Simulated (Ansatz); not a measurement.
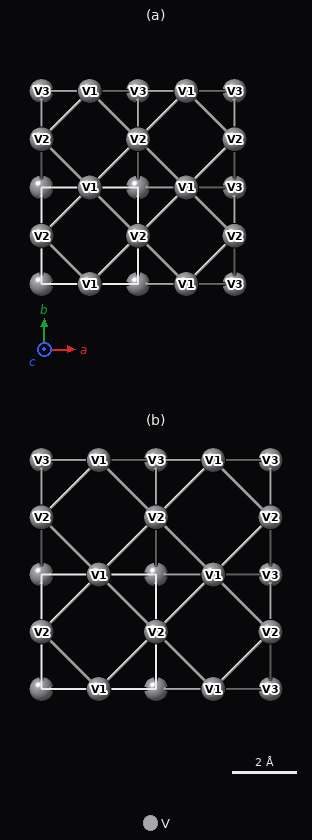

The structure of solid V (a generated structure, set up in Pm-3m) (coarse preliminary run) before (top) and after (bottom) a relaxation, at one scale.

The picture is a ball-and-stick view of the cell of the calculation, repeated 2 × 2 × 1 with one cell outlined, seen along the c axis.

Method: Ansatz, DFT PBE, scalar-relativistic, plane waves, PAW.

The input:
```yaml
crystal:
  lattice:
    - [3.03868878, 0.0, 0.0]
    - [0.0, 3.03868878, 0.0]
    - [0.0, 0.0, 3.03868878]
  atoms:
    - { symbol: V, position: [0.5, 0.0, 0.0], spin: 2.0 }
    - { symbol: V, position: [0.0, 0.5, 0.0], spin: 2.0 }
    - { symbol: V, position: [0.0, 0.0, 0.5], spin: 2.0 }
basis:
  ecutwfc: 420
kpoints:
  mp_grid: { grid: [6, 6, 6] }
hamiltonian:
  xc: pbe
scf:
  occupations: { method: gaussian, width: 0.1 }
  lower_state_search: "off"
output:
  forces: true
  stress: true
  eigenvalues: true
  populations: true
magnetization:
  spin_polarized: true
relax:
  adjacent_minimum: "off"
  f_tol: 0.04
  max_steps: 70
  cell: { stress_tol: 0.4 }
```

Command:
```bash
ansatz run input.yaml --threads 1 --pin off --max-ram 2560MiB --backend cpu --events-out ev --progress --plain --runs-dir out
```

Describe what moved and what it gained.

Answer. The atoms keep their places relative to the cell (all moves are under 0.005 Å). Cell: a = b = c 3.039 → 3.605 Å (+18.6 %). Volume +67.0 %. Among the contacts that change: V1–V1 3.039 → 3.605 Å, V1–V2 2.149 → 2.549 Å. The space group stays Pm-3m (No. 221). The energy falls by 2183 meV per atom in 6 accepted moves (8 points after the start). All forces vanish by symmetry, so only the cell relaxes. Pressure: 165.22 GPa at the start and 0.10 GPa at the end. At 2 points the geometry stayed and the basis and grid were re-selected for the new cell (energy shift of 90.2 meV per atom at most each time). The program noted that the starting moments weren't kept.
